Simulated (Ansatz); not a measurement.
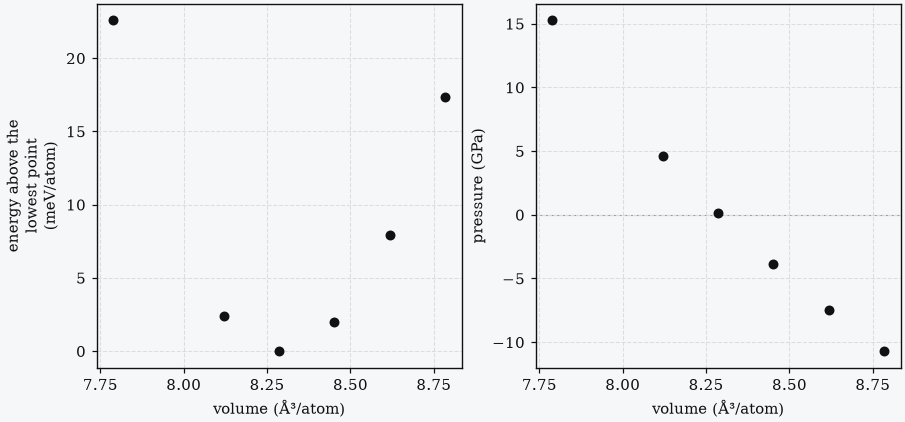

The picture above shows the energy above the lowest point and pressure against volume for Fe₂O₅, space group Pn-3m (No. 224) (one of a set of cubic test structures, which need not be the stable phase).

How it was computed, with Ansatz 0.2.0 development build: equation of state of a cubic crystal from periodic Kohn-Sham density functional theory without spin, third-order Birch-Murnaghan fit to the free energies; pressure corrected for the finite basis. Level: PBE.

```tsv
setting	value
structure type	cubic X2O5
atoms in cell	14
space group number	224
lattice centring	simple cubic
k mesh	11×11×11
occupation method	Fermi–Dirac
occupation width	0.06123 eV
wave cutoff	420 eV
datasets	soft-1 PAW
density tolerance	1.2e-07 eV
bands	76
density cutoff ratio	4
search for lower states	default
```

The point at volume 7.9547 Å³/atom is left out of the plot. What does the calculation give there?

```
volume (Å³/atom)  energy above the lowest point (meV/atom)  pressure (GPa)
          7.9547                                       9.8             9.6
```

Keep in mind: cubic model structure, not the ambient form; modest k-mesh, values are not fully converged in k; no spin polarisation, a magnetic state may lie lower.
